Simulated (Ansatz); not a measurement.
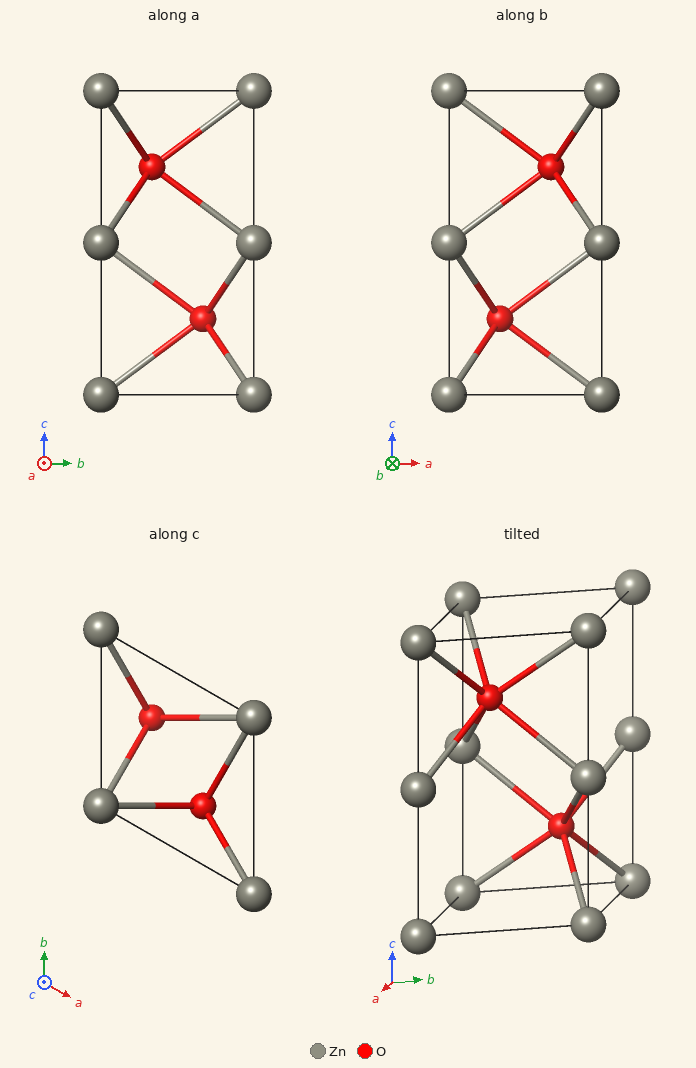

View along the a axis, along the b axis, along the c axis and slightly off an axis, drawn as a ball-and-stick model. The lines enclose the conventional unit cell; boundary atoms appear with their images.

Lattice parameters: a = 2.9769 Å, b = 2.9769 Å, c = 5.1256 Å, α = 90.000°, β = 90.000°, γ = 120.000°.

Record the structure as a CIF with its space group and independent sites.

```cif
data_structure
_symmetry_space_group_name_H-M 'P 63/m m c'
_symmetry_Int_Tables_number 194
_cell_length_a 2.9769
_cell_length_b 2.9769
_cell_length_c 5.1256
_cell_angle_alpha 90.000
_cell_angle_beta 90.000
_cell_angle_gamma 120.000
_cell_volume 39.34
loop_
_atom_site_label
_atom_site_type_symbol
_atom_site_symmetry_multiplicity
_atom_site_Wyckoff_symbol
_atom_site_fract_x
_atom_site_fract_y
_atom_site_fract_z
_atom_site_occupancy
Zn1 Zn 2 a 0.0000 0.0000 0.0000 1
O1 O 2 c 0.3333 0.6667 0.2500 1
```

The structure was taken from a structure type filled with these elements by a generator (whether the compound takes this form wasn't checked). Earlier steps of the study may have refined or changed the cell and positions. Ansatz was used for an electronic-structure calculation on it.
